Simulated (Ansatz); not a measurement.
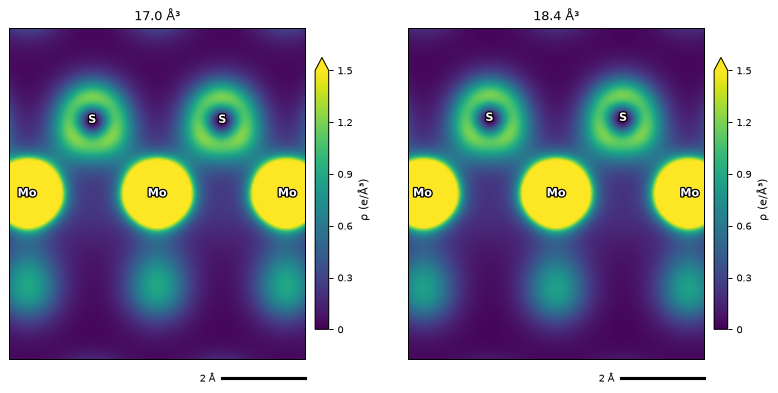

MoS₂. The valence charge density (pseudo) of cells scaled evenly to different volumes (given per atom above each panel), on the (110) plane of each (indices in the axes of the cell below), at one length scale and on one colour scale.

These are results of Kohn-Sham DFT of a periodic cell, r2SCAN, Ansatz PAW (Ansatz 0.2.0), not measurements.

Core electrons are frozen (PAW), and the valence fields are smoothed inside the atomic spheres.

The largest cell:

```yaml
crystal:
  lattice:
    - [3.20158, 0.00000, 0.00000]
    - [-1.60079, 0.92422, 6.23093]
    - [1.60079, -2.77265, 0.00000]
  atoms:
    - { symbol: Mo, position: [0.00000, 0.00000, 0.00000] }
    - { symbol: S, position: [0.41700, 0.25100, 0.41700] }
    - { symbol: S, position: [0.25000, 0.75000, 0.25000] }
```

| volume (Å³/atom) | Mo–S contact in the plane (Å) | ρ at its midpoint (e/Å³) | pressure (GPa) | gap on the mesh (eV) | 
| --- | --- | --- | --- | --- |
| 17.02 | 2.354 | 0.675 | 11.7 | 1.03 | 
| 17.37 | 2.370 | ? | ? | ? | 
| 18.44 | 2.417 | 0.603 | −1.9 | 1.08 | 

Question: Estimate the missing row, and compare with the calculation.

Answer: Over the known rows ln ρ falls by 1.79 per Å of Mo–S distance (the line through the two), which gives 0.656 e/Å³ at 2.370 Å; the calculation gives 0.656 e/Å³. For the pressure, a straight line in volume between the neighbouring rows gives 8.3 GPa; the calculation gives 7.7, lower because pressure rises ever faster on compression. For the gap on the mesh, a straight line in volume between the neighbouring rows gives 1.04 eV; the calculation gives 1.04.
